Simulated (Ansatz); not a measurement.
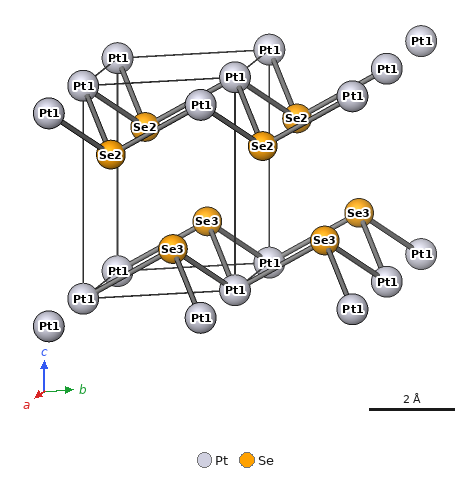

Fig. 1: The structure (ball-and-stick view of the cell of the calculation, repeated 2 × 2 × 1, seen slightly off an axis; atoms are numbered from 1 in the order of the input). Near neighbours in the crystal (not all of them lie inside the picture): Pt has 6 Se at 2.53 Å; Se has 3 Pt at 2.53 Å.

# Two runs on PtSe2

System: PtSe2 (3 atoms in the cell).
Method of run 1: Kohn-Sham DFT of a periodic cell, RPBE with D3(BJ), Ansatz PAW, no spin polarisation (Ansatz 0.2.0).

The structure derives from an entry of the Crystallography Open Database. Text and figures count atoms from 1; the logs count them from 0 in places.

**The input, run 1**
```yaml
crystal:
  lattice:
    - [3.7730056198, 0.0, 0.0]
    - [-1.8865028099, 3.2675187154, 0.0]
    - [0.0, 0.0, 5.1286129021]
  atoms:
    - { symbol: Pt, position: [0.0, 0.0, 0.0] }
    - { symbol: Se, position: [0.6666666667, 0.3333333333, 0.75] }
    - { symbol: Se, position: [0.3333333333, 0.6666666667, 0.25] }
hamiltonian:
  xc: rpbe
  pseudopotentials: { kind: paw }
  dispersion: d3bj
kpoints:
  mp_grid: { grid: [8, 8, 5] }
scf:
  occupations: { method: fermi_dirac, width: 0.05 }
output:
  forces: true
  stress: true
  eigenvalues: true
  write_density: true
  write_potential: true
  elf: true
  volumetric_format: npy
```

Launched with:
```bash
ansatz run input.yaml --threads 2 --pin off --max-ram 5120MiB --backend cpu --events-out ev --progress --plain --runs-dir out
```

Hardware: 2 threads of Arm Neoverse N1, 24 GiB of memory available, shared host.

**Output, shortened to warnings, some set-up lines, iterations and results (run 1)**
```
Basis set: ecut = 420 eV, 1253 PW (Γ), exchange–correlation on 54×54×72 points (8 copies of the dense FFT grid, shifted against one another)
Symmetry: 12 space group operations
k-points: 40 of 320
Initial density: superposition of atomic densities (neutral atoms: chi_scale 0, normalization atom), corrected by the library's trained network
[...]
SCF iter   1: F=—  HF=-23494.077711 eV  |F-HF|=—  |Δ(HF+E_count)|=         —  Δρ=2.85e-3  dr2=2.61e-3  ethr=1.77e-3  ⟨swp⟩=6.2  Hψ=4721  notcnv=0
SCF iter   2: F=—  HF=-23494.079933 eV  |F-HF|=—  |Δ(HF+E_count)|=   2.22e-3  Δρ=1.61e-3  dr2=1.16e-3  ethr=5.21e-6  ⟨swp⟩=3.0  Hψ=2786  notcnv=0
SCF iter   3: F=—  HF=-23494.080835 eV  |F-HF|=—  |Δ(HF+E_count)|=   9.01e-4  Δρ=7.83e-4  dr2=8.89e-4  ethr=2.32e-6  ⟨swp⟩=2.0  Hψ=1752  notcnv=0
SCF iter   4: F=—  HF=-23494.080663 eV  |F-HF|=—  |Δ(HF+E_count)|=   1.72e-4  Δρ=1.70e-4  dr2=3.08e-5  ethr=1.78e-6  ⟨swp⟩=2.0  Hψ=1497  notcnv=0
SCF iter   5: F=—  HF=-23494.080636 eV  |F-HF|=—  |Δ(HF+E_count)|=   2.69e-5  Δρ=5.35e-5  dr2=9.34e-7  ethr=6.17e-8  ⟨swp⟩=2.6  Hψ=1964  notcnv=0
SCF iter   6: F=-23494.080638 eV  HF=-23494.080638 eV  |F-HF|=4.78e-8  |Δ(HF+E_count)|=   1.97e-6  Δρ=8.79e-6  dr2=5.61e-8  ethr=2.00e-10  ⟨swp⟩=6.7  Hψ=8158  notcnv=0
SCF 1 converged in 6 iterations: F = -23494.080638 eV  dr2 = 5.61e-8
SCF converged after 6 iterations
Free energy (F): -23494.080638 eV
Harris-Foulkes:  -23494.080638 eV  (|F-HF|=4.78e-8)
Internal energy: -23494.075939 eV  (E = F + TS)
E sigma→0 (E₀):  -23494.078289 eV
Entropy (-TS):   -0.004699 eV (-1.566 meV/atom)
Fermi energy:    12.679162 eV
--- Per-component energies (eV) ---
  E_band       = -984.633870
  E_kinetic    = 873.390735
  E_local      = -6909.358450  (includes V_loc(G=0)·N_el)
  E_nonlocal   = -994.521570
  E_hartree    = 3196.611169
  E_xc         = -470.707780
  E_vxc        = -498.965890  (∫ρ·V_xc dr)
  E_paw        = -13302.339732  (= ΣΔE_a)
  E_vpaw       = 151.616729  (= ΣTr[D̂ρ^β])
  E_aug_tail   = -0.000972  (compensation charges beyond the density's cutoff)
  E_ewald      = -5880.550821
  E_disp       = -6.011999  (pairwise vdW)
  E_core_change = -0.586519  (= ΣΔE_core)
  E_smearing   = -0.004699  (= −TS)
  E_closure    = -0.000000  (closes the sum)
  Σ components = -23494.080638   (vs F -23494.080638, Δ=0.00e0)
--- Forces (eV/Å), atoms counted from 1 ---
  atom   1  Pt     0.00000000     0.00000000     0.00000000
  atom   2  Se     0.00000000    -0.00000000     0.21612525
  atom   3  Se    -0.00000000     0.00000000    -0.21612525
  max |Σ_I F_I| component: 6.31e-30 eV/Å
--- Stress (GPa, compression-positive) ---
      -14.692174      -0.000000      -0.000000
       -0.000000     -14.692174       0.000000
       -0.000000       0.000000     -12.446291
  P = ⅓ Tr σ = -13.9435 GPa (-139.435 kbar)
```

The input of run 2 differs as follows (lines with − go, lines with + come):
```diff
-    - [3.7730056198, 0.0, 0.0]
-    - [-1.8865028099, 3.2675187154, 0.0]
-    - [0.0, 0.0, 5.1286129021]
+    - [3.724, 0.0, 0.0]
+    - [-1.862, 3.2250786037, 0.0]
+    - [0.0, 0.0, 5.062]
```

Predict how the results change.

With the same functional and potentials, run 2 lies 61.3 meV per atom lower. The pressure goes from −13.94 to −10.12 GPa. The largest force goes from 0.216 to 0.293 eV/Å. The volume per atom goes from 21.08 to 20.27 Å³. The cell is scaled evenly with the atoms at fixed fractional positions, so −ΔP/Δ ln V estimates the bulk modulus midway between the two volumes: about 97 GPa. The number of SCF iterations is the same. The plane waves at Γ go from 1253 to 1205.

**Output, shortened to warnings, some set-up lines, iterations and results (run 2)**
```
Basis set: ecut = 420 eV, 1205 PW (Γ), exchange–correlation on 50×50×72 points (8 copies of the dense FFT grid, shifted against one another)
Symmetry: 12 space group operations
k-points: 40 of 320
Initial density: superposition of atomic densities (neutral atoms: chi_scale 0, normalization atom), corrected by the library's trained network
[...]
SCF iter   1: F=—  HF=-23494.261855 eV  |F-HF|=—  |Δ(HF+E_count)|=         —  Δρ=2.96e-3  dr2=2.70e-3  ethr=1.77e-3  ⟨swp⟩=6.0  Hψ=4728  notcnv=0
SCF iter   2: F=—  HF=-23494.264729 eV  |F-HF|=—  |Δ(HF+E_count)|=   2.87e-3  Δρ=6.62e-4  dr2=2.83e-4  ethr=5.39e-6  ⟨swp⟩=2.0  Hψ=2557  notcnv=0  defer=5
SCF iter   3: F=—  HF=-23494.264569 eV  |F-HF|=—  |Δ(HF+E_count)|=   1.60e-4  Δρ=2.88e-4  dr2=8.68e-5  ethr=5.65e-7  ⟨swp⟩=2.0  Hψ=2044  notcnv=0  defer=5
SCF iter   4: F=—  HF=-23494.264512 eV  |F-HF|=—  |Δ(HF+E_count)|=   5.66e-5  Δρ=7.42e-5  dr2=3.93e-6  ethr=1.74e-7  ⟨swp⟩=2.0  Hψ=2035  notcnv=0  defer=5
SCF iter   5: F=—  HF=-23494.264510 eV  |F-HF|=—  |Δ(HF+E_count)|=   2.10e-6  Δρ=2.34e-5  dr2=3.89e-7  ethr=7.86e-9  ⟨swp⟩=2.0  Hψ=2040  notcnv=0  defer=5
SCF iter   6: F=-23494.264510 eV  HF=-23494.264510 eV  |F-HF|=2.13e-8  |Δ(HF+E_count)|=   7.57e-8  Δρ=5.17e-6  dr2=1.08e-8  ethr=2.00e-10  ⟨swp⟩=9.3  Hψ=8273  notcnv=0
SCF 1 converged in 6 iterations: F = -23494.264510 eV  dr2 = 1.08e-8
SCF converged after 6 iterations
Free energy (F): -23494.264510 eV
Harris-Foulkes:  -23494.264510 eV  (|F-HF|=2.13e-8)
Internal energy: -23494.259676 eV  (E = F + TS)
E sigma→0 (E₀):  -23494.262093 eV
Entropy (-TS):   -0.004835 eV (-1.612 meV/atom)
Fermi energy:    13.483235 eV
--- Per-component energies (eV) ---
  E_band       = -952.905818
  E_kinetic    = 876.248837
  E_local      = -6787.946989  (includes V_loc(G=0)·N_el)
  E_nonlocal   = -994.724216
  E_hartree    = 3151.164560
  E_xc         = -471.917206
  E_vxc        = -500.633210  (∫ρ·V_xc dr)
  E_paw        = -13302.258919  (= ΣΔE_a)
  E_vpaw       = 151.825405  (= ΣTr[D̂ρ^β])
  E_aug_tail   = -0.000970  (compensation charges beyond the density's cutoff)
  E_ewald      = -5957.935364
  E_disp       = -6.302889  (pairwise vdW)
  E_core_change = -0.586519  (= ΣΔE_core)
  E_smearing   = -0.004835  (= −TS)
  E_closure    = 0.000000  (closes the sum)
  Σ components = -23494.264510   (vs F -23494.264510, Δ=0.00e0)
--- Forces (eV/Å), atoms counted from 1 ---
  atom   1  Pt    -0.00000000    -0.00000000     0.00000000
  atom   2  Se     0.00000000    -0.00000000    -0.29316755
  atom   3  Se    -0.00000000     0.00000000     0.29316755
  max |Σ_I F_I| component: 1.11e-16 eV/Å
--- Stress (GPa, compression-positive) ---
      -10.293958       0.000000      -0.000000
       -0.000000     -10.293958       0.000000
       -0.000000       0.000000      -9.771070
  P = ⅓ Tr σ = -10.1197 GPa (-101.197 kbar)
```

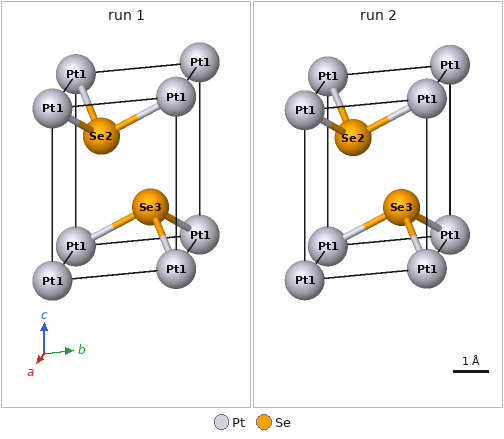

Fig. 2: The two input geometries at one scale (ball-and-stick view of the cell of the calculation, seen slightly off an axis). The atoms keep their places relative to the cell (all moves are under 0.005 Å). The drawn cell changes as follows: a = b 3.773 → 3.724 Å (−1.3 %), c 5.129 → 5.062 Å (−1.3 %); the volume changes by −3.8 %. Among the contacts that change: Pt1–Se2 2.528 → 2.495 Å.

**The two runs side by side**

| quantity | run 1 | run 2 |
| --- | --- | --- |
| outcome | converged | converged |
| free energy per atom (eV) | −7831.3602 | −7831.4215 |
| energy per atom, smearing taken to zero (eV) | −7831.3594 | −7831.4207 |
| gap on the mesh (eV) | 0.00 | 0.00 |
| pressure (GPa) | −13.94 | −10.12 |
| volume per atom (Å³) | 21.08 | 20.27 |
| largest force (eV/Å) | 0.216 | 0.293 |
| SCF iterations | 6 | 6 |
| irreducible k-points | 40 | 40 |
| plane waves at Γ | 1253 | 1205 |
| wall time (shared host) | 4.4 s | 4.2 s |

For both runs: Points of doubt noted for this run: forces on files of another functional. Spin–orbit coupling is left out, which matters for Pt. For run 1: The cell is under a tension of 13.9 GPa at this level, so it is not at its equilibrium volume. For run 2: The cell is under a tension of 10.1 GPa at this level, so it is not at its equilibrium volume.
